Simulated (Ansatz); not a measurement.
## Geometry relaxation of Ge3Si2 (part 2 of 2)

Ge3Si2 (P-3m1, 5 atoms in the cell); DFT PBE, scalar-relativistic, plane waves, PAW, no spin polarisation (Ansatz 0.2.0); cutoff 420 eV, 12×12×6 k-mesh, Gaussian smearing of 0.1 eV. The structure was made by a generator, so it may or may not be a known phase.

Geometry of the input (Å; fractional positions):
```
4.0617  0.0000  0.0000
-2.0309  3.5176  0.0000
0.0000  0.0000  6.7863
Si 0.3333  0.6667  0.2146
Si 0.6667  0.3333  0.7854
Ge 0.3333  0.6667  0.6325
Ge 0.6667  0.3333  0.3675
Ge 0.0000  0.0000  0.0000
```

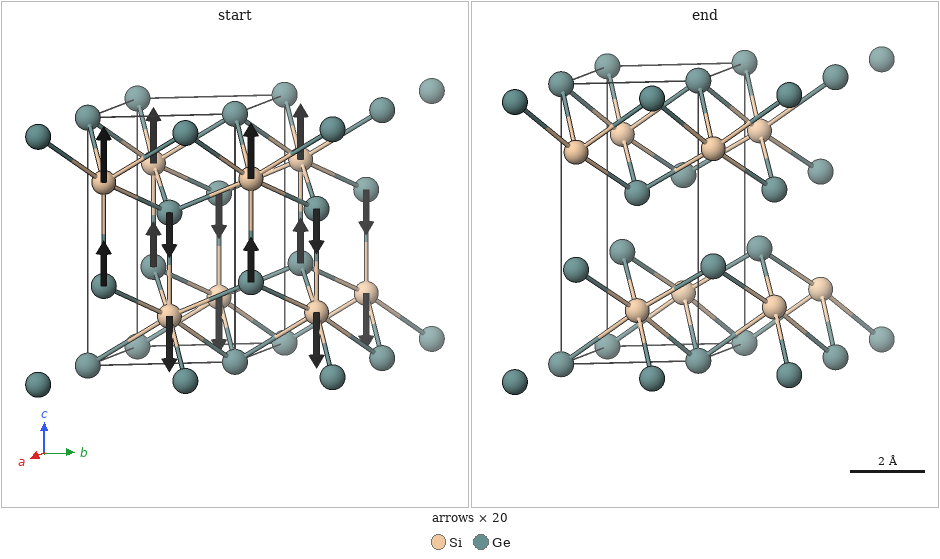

Figure 1. Before (left) and after (right) the relaxation, at one scale (ball-and-stick view of the cell of the calculation, repeated 2 × 2 × 1, seen slightly off an axis). The black arrows give the displacements (without the part carried along by the change of the cell), magnified 20 times. Over 13 geometry steps the energy falls by 11.1 meV per atom. Largest force component: 0.049 eV/Å at the start, 0.0018 eV/Å at the end. The pressure goes from −0.01 to −0.02 GPa. The line search rejected the trial step at point 5 (counted from 0) and went back. The basis was re-selected once at an unchanged geometry, which shifts the energy a little without any move. The largest moves relative to the cell, 0.077 Å, are those of Si1 and Si2. Largest moves by element: Si 0.077 Å, Ge 0.063 Å. Cell: a = b 4.062 → 3.785 Å (−6.8 %), c 6.786 → 7.667 Å (+13.0 %). Volume −1.9 %. Among the contacts that change: Si1–Ge3 2.836 → 3.219 Å, Si1–Ge5 2.760 → 2.690 Å, Si1–Ge4 2.564 → 2.549 Å. Among the angles that change: Si1–Ge4–Si1 104.7° → 95.9°, Ge4–Si1–Ge4 104.7° → 95.9°, Ge4–Si1–Ge5 79.9° → 87.2°. The space group stays P-3m1 (No. 164). The energy change given includes the shifts at the re-selections in mid-walk, which come without any move. A last SCF at the same geometry on a re-selected plane-wave basis shifts the energy by next to nothing (0.0 meV per atom). (Atoms are counted from 1 in the order of the input.)

```
basis re-selected at this cell: Δ(F+E_penalty+E_count) = -3.881e-5 eV, ΔP = +0.002 GPa vs the last step (what re-selecting the basis moved, of the pressure what is left beyond the Pulay correction that the steps carried, after the strain that the cell walked since its last selection, with what the two solves' SCF thresholds leave and, on support functions, any second-order correction that the steps lacked; it is no measure of the basis error at this ecutwfc). This SCF's stress stands 2.27e-2 GPa from its target on what of the cell is left free (relax.cell.stress_tol is 5.00e-2 GPa) and its largest allowed force component is 1.81e-3 eV/Å (relax.f_tol is 1.00e-2 eV/Å): within both
SCF converged after 7 iterations
Free energy (F): -14154.843067 eV
Harris-Foulkes:  -14154.843067 eV  (|F-HF|=7.28e-12)
Internal energy: -14154.833190 eV  (E = F + TS)
E sigma→0 (E₀):  -14154.838129 eV
Entropy (-TS):   -0.009877 eV (-1.975 meV/atom)
Fermi energy:    9.250306 eV
--- Per-component energies (eV) ---
  E_band       = -377.665141
  E_kinetic    = 410.359518
  E_local      = -7289.737589  (includes V_loc(G=0)·N_el)
  E_nonlocal   = 1300.424667
  E_hartree    = 3208.996813
  E_xc         = -336.738329
  E_vxc        = -286.626298  (∫ρ·V_xc dr)
  E_paw        = -7077.302841  (= ΣΔE_a)
  E_vpaw       = -930.079971  (= ΣTr[D̂ρ^β])
  E_aug_tail   = 0.000918  (compensation charges beyond the density's cutoff)
  E_ewald      = -4370.836347
  E_smearing   = -0.009877  (= −TS)
  E_closure    = -0.000000  (closes the sum)
  Σ components = -14154.843067   (vs F -14154.843067, Δ=0.00e0)
--- Forces (eV/Å), atoms counted from 1 ---
  atom   1  Si     0.00000000     0.00000000    -0.00127135
  atom   2  Si     0.00000000    -0.00000000     0.00127135
  atom   3  Ge     0.00000000    -0.00000000    -0.00181322
  atom   4  Ge    -0.00000000     0.00000000     0.00181322
  atom   5  Ge    -0.00000000     0.00000000     0.00000000
  max |Σ_I F_I| component: 1.85e-17 eV/Å
--- Stress (GPa, compression-positive) ---
       -0.022673      -0.000000      -0.000000
       -0.000000      -0.022673       0.000000
       -0.000000       0.000000      -0.011911
  P = ⅓ Tr σ = -0.0191 GPa (-0.191 kbar)
--- Band table (eV; the first three rows and the last of 100) ---
  k-point 0: bands = ["-15.3132", "-15.3132", "-15.3028", "-15.2965", "-15.2965", "-15.2900", "-15.2876", "-15.2876", "-15.2761", "-15.2761", "-15.2600", "-15.2484", "-15.2484", "-15.2197", "-15.2197", "-3.5623", "-1.3945", "-0.8594", "5.6872", "6.1554", "8.8854", "8.8854", "9.4915", "9.4915", "10.3955", "10.6899", "10.6899", "11.5267", "12.1899", "12.1899"]
  k-point 1: bands = ["-15.3129", "-15.3129", "-15.3028", "-15.2967", "-15.2967", "-15.2900", "-15.2878", "-15.2878", "-15.2762", "-15.2762", "-15.2599", "-15.2484", "-15.2484", "-15.2196", "-15.2196", "-3.4948", "-1.9049", "-0.2302", "4.5399", "7.3119", "8.9025", "8.9025", "9.5297", "9.5297", "10.3833", "10.5333", "10.5333", "11.4969", "12.2672", "12.2672"]
  k-point 2: bands = ["-15.3122", "-15.3122", "-15.3028", "-15.2971", "-15.2971", "-15.2900", "-15.2880", "-15.2880", "-15.2764", "-15.2764", "-15.2599", "-15.2485", "-15.2485", "-15.2193", "-15.2193", "-3.2925", "-2.4894", "0.6859", "3.2913", "8.5333", "8.9371", "8.9371", "9.6482", "9.6482", "10.2204", "10.2204", "10.2439", "11.5586", "12.3348", "12.3476"]
  k-point 99: bands = ["-15.3189", "-15.3029", "-15.3029", "-15.2845", "-15.2840", "-15.2840", "-15.2817", "-15.2817", "-15.2723", "-15.2723", "-15.2646", "-15.2557", "-15.2425", "-15.2425", "-15.2208", "0.6240", "0.6240", "0.8209", "1.5186", "1.5186", "4.1746", "6.3293", "6.3293", "7.1200", "7.1200", "7.7354", "8.4457", "13.9639", "13.9639", "15.3525"]
--- Relaxed structure (14 steps of the walk, 13 accepted, 2 SCFs on fresh bases) ---
  F+E_penalty+E_count = -14154.84306712 eV   max|allowed force component| = 1.813e-3 eV/Å   (the final SCF, on the basis selected at the relaxed cell)
  cell:  # Å, volume = 95.1117 Å³
    - [3.7848534436949346, -2.2703629571208703e-34, 1.8162903656966963e-33]
    - [-1.8924267218474673, 3.277779231840829, -1.1918820364244217e-32]
    - [3.034634825196303e-33, -2.124244377637412e-32, 7.666638236981713]
  atoms:
    - { symbol: Si, position: [0.33333333333333337, 0.6666666666666667, 0.2045137069622039] }
    - { symbol: Si, position: [0.6666666666666667, 0.33333333333333337, 0.7954862930377962] }
    - { symbol: Ge, position: [0.33333333333333337, 0.6666666666666667, 0.6243569978567588] }
    - { symbol: Ge, position: [0.6666666666666667, 0.33333333333333337, 0.3756430021432413] }
    - { symbol: Ge, position: [-6.918249734658165e-36, -5.018900820276268e-35, 1.6934886909805195e-19] }
```

### Trajectory as extended XYZ (Å, eV, eV/Å), 16 frames, from step=1 to step=16
```
5
Lattice="4.0617 0.0000 0.0000 -2.0309 3.5176 0.0000 0.0000 0.0000 6.7863" Properties=species:S:1:pos:R:3:forces:R:3 step=1 energy=-14154.78740 pressure_GPa=-0.01
Si    0.0000    2.3451    1.4562    0.0000   0.0000  -0.0487
Si    2.0309    1.1725    5.3301    0.0000   0.0000   0.0487
Ge    0.0000    2.3451    4.2926    0.0000   0.0000   0.0261
Ge    2.0309    1.1725    2.4937    0.0000   0.0000  -0.0261
Ge    0.0000    0.0000    0.0000    0.0000   0.0000   0.0000
5
Lattice="4.0441 0.0000 0.0000 -2.0220 3.5023 0.0000 0.0000 0.0000 6.8550" Properties=species:S:1:pos:R:3:forces:R:3 step=2 energy=-14154.79457 pressure_GPa=-0.15
Si    0.0000    2.3349    1.4656    0.0000   0.0000  -0.0491
Si    2.0220    1.1674    5.3894    0.0000   0.0000   0.0491
Ge    0.0000    2.3349    4.3346    0.0000   0.0000   0.0262
Ge    2.0220    1.1674    2.5205    0.0000   0.0000  -0.0262
Ge    0.0000    0.0000    0.0000    0.0000   0.0000   0.0000
5
Lattice="4.0206 0.0000 0.0000 -2.0103 3.4819 0.0000 0.0000 0.0000 6.9313" Properties=species:S:1:pos:R:3:forces:R:3 step=3 energy=-14154.80272 pressure_GPa=-0.16
Si    0.0000    2.3213    1.4751    0.0000   0.0000  -0.0376
Si    2.0103    1.1606    5.4562    0.0000   0.0000   0.0376
Ge    0.0000    2.3213    4.3808    0.0000   0.0000   0.0223
Ge    2.0103    1.1606    2.5505    0.0000   0.0000  -0.0223
Ge    0.0000    0.0000    0.0000    0.0000   0.0000   0.0000
5
Lattice="3.9438 0.0000 0.0000 -1.9719 3.4155 0.0000 0.0000 0.0000 7.1007" Properties=species:S:1:pos:R:3:forces:R:3 step=4 energy=-14154.81279 pressure_GPa=0.59
Si    0.0000    2.2770    1.4727    0.0000   0.0000   0.0341
Si    1.9719    1.1385    5.6280    0.0000   0.0000  -0.0341
Ge    0.0000    2.2770    4.4948    0.0000   0.0000  -0.0810
Ge    1.9719    1.1385    2.6059    0.0000   0.0000   0.0810
Ge    0.0000    0.0000    0.0000    0.0000   0.0000   0.0000
5
Lattice="3.8596 0.0000 0.0000 -1.9298 3.3425 0.0000 0.0000 0.0000 7.4320" Properties=species:S:1:pos:R:3:forces:R:3 step=5 energy=-14154.83440 pressure_GPa=-0.09
Si    0.0000    2.2283    1.5487    0.0000   0.0000  -0.0842
Si    1.9298    1.1142    5.8834    0.0000   0.0000   0.0842
Ge    0.0000    2.2283    4.6602    0.0000   0.0000  -0.0004
Ge    1.9298    1.1142    2.7719    0.0000   0.0000   0.0004
Ge    0.0000    0.0000    0.0000    0.0000   0.0000   0.0000
5
Lattice="3.7350 0.0000 0.0000 -1.8675 3.2346 0.0000 0.0000 0.0000 7.7631" Properties=species:S:1:pos:R:3:forces:R:3 step=6 energy=-14154.81723 pressure_GPa=0.59 accepted=F
Si    0.0000    2.1564    1.5454    0.0000   0.0000   0.1502
Si    1.8675    1.0782    6.2177    0.0000   0.0000  -0.1502
Ge    0.0000    2.1564    4.8637    0.0000   0.0000  -0.1196
Ge    1.8675    1.0782    2.8994    0.0000   0.0000   0.1196
Ge    0.0000    0.0000    0.0000    0.0000   0.0000   0.0000
5
Lattice="3.8308 0.0000 0.0000 -1.9154 3.3175 0.0000 0.0000 0.0000 7.5135" Properties=species:S:1:pos:R:3:forces:R:3 step=7 energy=-14154.83794 pressure_GPa=-0.07
Si    0.0000    2.2117    1.5441    0.0000   0.0000  -0.0049
Si    1.9154    1.1058    5.9695    0.0000   0.0000   0.0049
Ge    0.0000    2.2117    4.7045    0.0000   0.0000  -0.0204
Ge    1.9154    1.1058    2.8090    0.0000   0.0000   0.0204
Ge    0.0000    0.0000    0.0000    0.0000   0.0000   0.0000
5
Lattice="3.8213 0.0000 0.0000 -1.9107 3.3094 0.0000 0.0000 0.0000 7.5215" Properties=species:S:1:pos:R:3:forces:R:3 step=8 energy=-14154.83813 pressure_GPa=0.11
Si    0.0000    2.2062    1.5445    0.0000   0.0000  -0.0190
Si    1.9107    1.1031    5.9771    0.0000   0.0000   0.0190
Ge    0.0000    2.2062    4.7005    0.0000   0.0000  -0.0049
Ge    1.9107    1.1031    2.8210    0.0000   0.0000   0.0049
Ge    0.0000    0.0000    0.0000    0.0000   0.0000   0.0000
5
Lattice="3.8254 0.0000 0.0000 -1.9127 3.3129 0.0000 0.0000 0.0000 7.5132" Properties=species:S:1:pos:R:3:forces:R:3 step=9 energy=-14154.83829 pressure_GPa=0.03
Si    0.0000    2.2086    1.5402    0.0000   0.0000  -0.0085
Si    1.9127    1.1043    5.9730    0.0000   0.0000   0.0085
Ge    0.0000    2.2086    4.6957    0.0000   0.0000  -0.0077
Ge    1.9127    1.1043    2.8175    0.0000   0.0000   0.0077
Ge    0.0000    0.0000    0.0000    0.0000   0.0000   0.0000
5
Lattice="3.8314 0.0000 0.0000 -1.9157 3.3181 0.0000 0.0000 0.0000 7.4905" Properties=species:S:1:pos:R:3:forces:R:3 step=10 energy=-14154.83845 pressure_GPa=-0.02
Si    0.0000    2.2121    1.5310    0.0000   0.0000   0.0007
Si    1.9157    1.1060    5.9596    0.0000   0.0000  -0.0007
Ge    0.0000    2.2121    4.6789    0.0000   0.0000  -0.0078
Ge    1.9157    1.1060    2.8116    0.0000   0.0000   0.0078
Ge    0.0000    0.0000    0.0000    0.0000   0.0000   0.0000
5
Lattice="3.8314 0.0000 0.0000 -1.9157 3.3181 0.0000 0.0000 0.0000 7.4905" Properties=species:S:1:pos:R:3:forces:R:3 step=11 energy=-14154.84130 pressure_GPa=0.05
Si    0.0000    2.2121    1.5310    0.0000   0.0000   0.0009
Si    1.9157    1.1060    5.9596    0.0000   0.0000  -0.0009
Ge    0.0000    2.2121    4.6789    0.0000   0.0000  -0.0080
Ge    1.9157    1.1060    2.8116    0.0000   0.0000   0.0080
Ge    0.0000    0.0000    0.0000    0.0000   0.0000   0.0000
5
Lattice="3.8206 0.0000 0.0000 -1.9103 3.3087 0.0000 0.0000 0.0000 7.5369" Properties=species:S:1:pos:R:3:forces:R:3 step=12 energy=-14154.84177 pressure_GPa=-0.00
Si    0.0000    2.2058    1.5426    0.0000   0.0000  -0.0012
Si    1.9103    1.1029    5.9943    0.0000   0.0000   0.0012
Ge    0.0000    2.2058    4.7069    0.0000   0.0000   0.0016
Ge    1.9103    1.1029    2.8300    0.0000   0.0000  -0.0016
Ge    0.0000    0.0000    0.0000    0.0000   0.0000   0.0000
5
Lattice="3.8038 0.0000 0.0000 -1.9019 3.2942 0.0000 0.0000 0.0000 7.6012" Properties=species:S:1:pos:R:3:forces:R:3 step=13 energy=-14154.84231 pressure_GPa=0.04
Si    0.0000    2.1961    1.5597    0.0000   0.0000  -0.0105
Si    1.9019    1.0981    6.0415    0.0000   0.0000   0.0105
Ge    0.0000    2.1961    4.7506    0.0000   0.0000  -0.0040
Ge    1.9019    1.0981    2.8506    0.0000   0.0000   0.0040
Ge    0.0000    0.0000    0.0000    0.0000   0.0000   0.0000
5
Lattice="3.7838 0.0000 0.0000 -1.8919 3.2768 0.0000 0.0000 0.0000 7.6762" Properties=species:S:1:pos:R:3:forces:R:3 step=14 energy=-14154.84289 pressure_GPa=-0.00
Si    0.0000    2.1846    1.5746    0.0000   0.0000  -0.0132
Si    1.8919    1.0923    6.1016    0.0000   0.0000   0.0132
Ge    0.0000    2.1846    4.7969    0.0000   0.0000  -0.0074
Ge    1.8919    1.0923    2.8793    0.0000   0.0000   0.0074
Ge    0.0000    0.0000    0.0000    0.0000   0.0000   0.0000
5
Lattice="3.7849 0.0000 0.0000 -1.8924 3.2778 0.0000 0.0000 0.0000 7.6666" Properties=species:S:1:pos:R:3:forces:R:3 step=15 energy=-14154.84303 pressure_GPa=-0.02
Si    0.0000    2.1852    1.5679    0.0000   0.0000  -0.0013
Si    1.8924    1.0926    6.0987    0.0000   0.0000   0.0013
Ge    0.0000    2.1852    4.7867    0.0000   0.0000  -0.0018
Ge    1.8924    1.0926    2.8799    0.0000   0.0000   0.0018
Ge    0.0000    0.0000    0.0000    0.0000   0.0000   0.0000
5
Lattice="3.7849 0.0000 0.0000 -1.8924 3.2778 0.0000 0.0000 0.0000 7.6666" Properties=species:S:1:pos:R:3:forces:R:3 step=16 energy=-14154.84307 pressure_GPa=-0.02
Si    0.0000    2.1852    1.5679    0.0000   0.0000  -0.0013
Si    1.8924    1.0926    6.0987    0.0000   0.0000   0.0013
Ge    0.0000    2.1852    4.7867    0.0000   0.0000  -0.0018
Ge    1.8924    1.0926    2.8799    0.0000   0.0000   0.0018
Ge    0.0000    0.0000    0.0000    0.0000   0.0000   0.0000
```

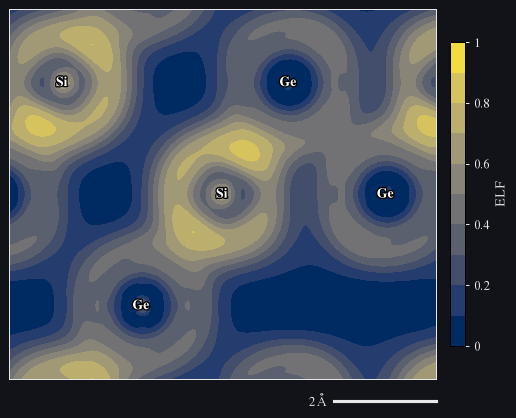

Figure 2. Electron localisation function on the (110) plane of the conventional cell. The section cuts through Si and Ge sites. Si–Ge (2.55 Å): the ELF is about 0.75 at the midpoint. Si–Ge (2.69 Å): the ELF is about 0.65 at the midpoint. The fields are those of the smooth PAW valence density.

### Results in brief

- outcome: converged
- space group (tolerance 0.01 Å): P-3m1 (164)
- electrons treated: 50
- free energy: −14154.8431 eV
- Fermi energy: 9.250 eV
- gap on the k-point mesh: none (metallic)
- pressure: −0.02 GPa
- final volume: 95.11 Å³
- largest force (length of the vector) at the end: 0.002 eV/Å
- final cell: a = 3.785 Å, b = 3.785 Å, c = 7.667 Å, α = 90.00°, β = 90.00°, γ = 120.00°
- hardware: 1 thread of Arm Neoverse V2, 24 GiB of memory available, shared host
- wall time: 3.8 min
- peak memory: 0.51 GiB
